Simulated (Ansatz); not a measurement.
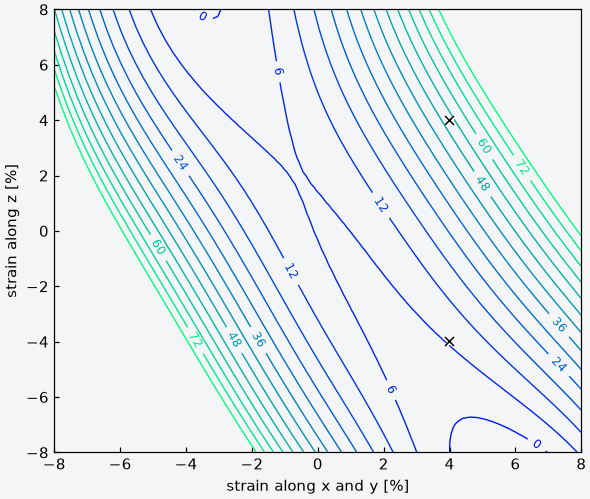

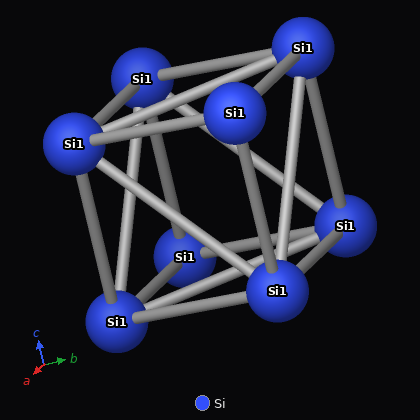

Energy landscape of Si (Fm-3m, No. 225; 1 atom in the cell). 
- The cell is strained homogeneously, by one strain along x and y and another along z, with fractional coordinates fixed (x, y and z along the cube axes).
- The first coordinate is: strain along x and y; the second: strain along z.
- The scan uses a 5 × 5 grid. At 2 points there is no value.
- Points are written as (first, second).
- Energies: meV/atom, counted from the lowest grid point.
- The reference cell is the one listed in the database, not relaxed at this level.
- The calculation used DFT PBEsol, scalar-relativistic, plane waves, PAW in Ansatz. Settings: cutoff 420 eV, k-mesh 22×22×22, gaussian smearing 0.15 eV, no spin polarisation.

In the figure: contour lines labelled in meV/atom (none above 78), crosses at grid points without a value. Between grid points the surface is interpolated. The second picture is the structure at the lowest point

What does the map say about the system?

The lowest grid point is at (4 %, −8 %). It lies at the edge of the scanned range, so the true minimum may lie outside. Other grid points that lie below all their neighbours: (0 %, 0 %) (6 meV/atom higher). The energy also falls towards the edge at (−4 %, 8 %) (0.5 meV/atom above the lowest), where a further well may lie outside the range. The highest grid point, (−8 %, −8 %), lies 329 meV/atom above the lowest.
